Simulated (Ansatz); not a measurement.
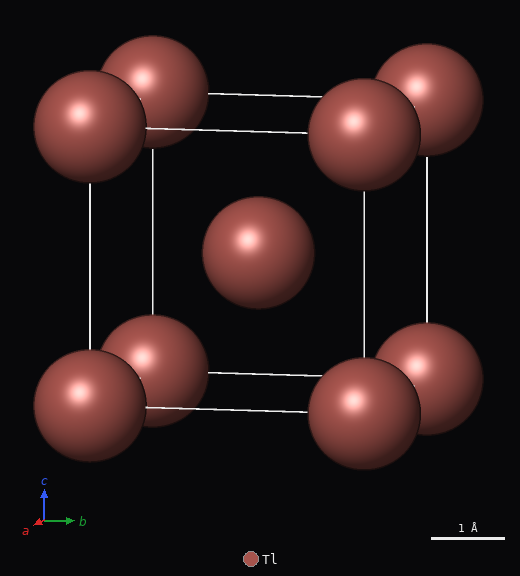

The starting point is a symmetric starting cell of Tl. Style: spheres-only. Shown: the conventional cell (2 times the calculation's cell), slightly off an axis. Lengths and directions refer to the drawn axes.

The calculation used Ansatz, DFT PBE, scalar-relativistic, plane waves, PAW. Settings: plane-wave cutoff 420 eV; k-point mesh 15 × 15 × 15; occupations gaussian; smearing width 0.1 eV; no spin polarisation.

Now this is done to it. The cell is strained by 0.0 % along [1 −1 −1] and +3.0 % across it (volume +6.1 %), the atoms keeping their fractional coordinates. No relaxation follows. The starting cell wasn't computed here and needn't be at equilibrium, so pressure and forces aren't due to the change alone.

Q: Predict the response.

A: The pressure is 0.4 GPa (not all of it need come from the change, since the unchanged cell can be under pressure at this level too). The principal stresses (compression positive) are 0.6 GPa along [1 −1 −1] and 0.3 GPa across it. All forces vanish by symmetry. Among the bonded contacts that change: Tl–Tl 3.362 → 3.362 to 3.452 Å. The space group (tolerance 0.01 Å) goes from Im-3m (No. 229) to R-3m (No. 166).

Drawn alike, the variant:

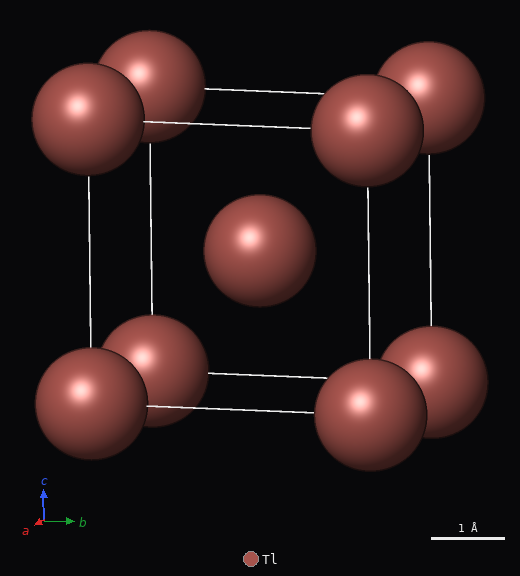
